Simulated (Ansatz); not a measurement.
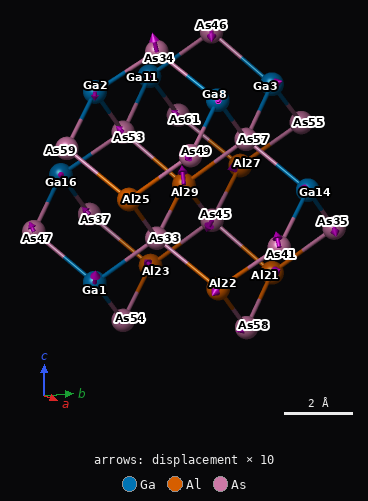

This is a relaxation of crystalline Ga₂₀Al₁₂As₃₂ (a generated structure, set up in P1). The starting structure is drawn; purple arrows show the displacements, magnified 10 times.

A ball-and-stick model of the atoms within 5.0 Å of the atom that moves most (axes of the cell of the calculation), seen slightly off an axis.

All numbers below come from DFT, PBEsol, PAW, plane waves in Ansatz 0.2.0. Set-up: plane-wave cutoff 420 eV; k-point mesh 1 × 1 × 1; mesh shifted by (0.25, 0.25, 0.25); no spin polarisation; cell relaxed at fixed shape; force threshold 0.03 eV/Å; at most 80 steps.

Describe the change and its energy.

Answer. Al29 moves most: 0.066 Å roughly along [−2 0 3]. Largest moves by element: Al 0.066 Å, Ga 0.062 Å, As 0.062 Å. The cell stays as it was. Near-neighbour distances that change, for instance: Ga14–As41 2.524 → 2.457 Å, Al29–As33 2.385 → 2.452 Å, Ga1–As54 2.407 → 2.455 Å, Ga1–As33 2.500 → 2.453 Å. Bond angles that change, for instance: Al21–As45–Al23 106.5° → 109.4°, Al27–As45–Al29 112.1° → 109.5°, As33–Al29–As45 112.0° → 109.5°. The space group stays P1 (No. 1). The energy falls by 5.9 meV per atom in 3 geometry steps. Largest force component: 0.7 eV/Å at the start, 0.015 eV/Å at the end. Pressure: 0.09 GPa at the start and 0.00 GPa at the end. The run took 6.5 s on 1 × NVIDIA GB300 with 8 threads of Arm Neoverse-V2, peak memory 2.2 GiB.
